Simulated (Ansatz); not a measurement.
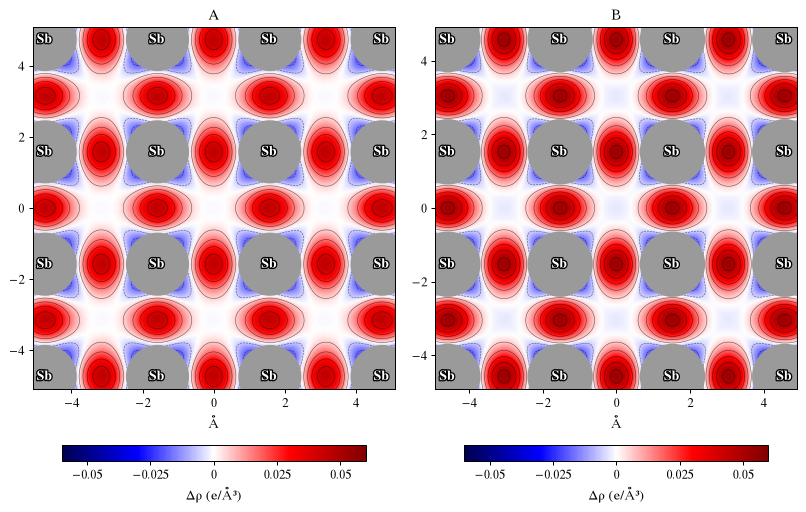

Sb: deformation density on the (010) plane of the conventional cell at two volumes, with the same fractional coordinates and one colour scale. Grey discs cover the cores. Panel B has 90 % of the volume of panel A.

Space group Pm-3m.

The calculation used DFT PBE, scalar-relativistic, plane waves, PAW (Ansatz 0.2.0).

Q: How do bonds, bonding charge and pressure respond to this change of volume?

A: From A to B, Sb–Sb goes from 3.16 to 3.05 Å, and Δρ at its midpoint from +0.045 to +0.053 e/Å³. The pressure is −2.7 GPa in A and 3.3 GPa in B. The rearranged charge is 0.13 e an atom in A and 0.14 e in B.
